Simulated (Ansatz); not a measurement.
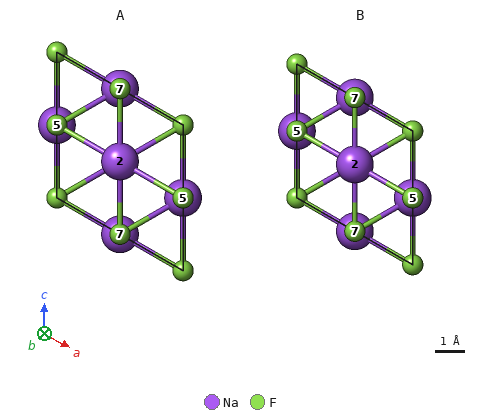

Two geometries of solid Na3F4 (a generated structure, set up in Im-3m) (coarse preliminary run), drawn at one scale. One is the start of a relaxation, the other its converged end. The picture is a ball-and-stick view of the cell of the calculation, seen along the b axis.

All numbers below come from DFT PBE, scalar-relativistic, plane waves, PAW (Ansatz). (plane-wave cutoff 420 eV; k-point mesh 4 × 4 × 4; occupations gaussian; smearing width 0.1 eV; collinear spin; cell and atoms relaxed; force threshold 0.04 eV/Å; at most 70 steps)

> Which one is relaxed?

Structure B is the relaxed one. After 4 accepted moves (6 points after the start) the energy has fallen by 83.4 meV per atom. All forces vanish by symmetry, so only the cell relaxes. The pressure goes from −5.56 to −0.01 GPa. At 2 points the geometry stayed and the basis and grid were re-selected for the new cell (energy shift of 2.6 meV per atom at most each time). The atoms keep their places relative to the cell (all moves are under 0.005 Å). The volume changes by −22.6 %, with a = b = c 5.333 → 4.896 Å (−8.2 %). Among the contacts that change: Na–Na 3.079 → 2.827 Å, F–Na 2.667 → 2.448 Å. The space group stays Im-3m (No. 229). The run took 31 s on 1 thread of Arm Neoverse V1, with other jobs on the host, peak memory 0.36 GiB.
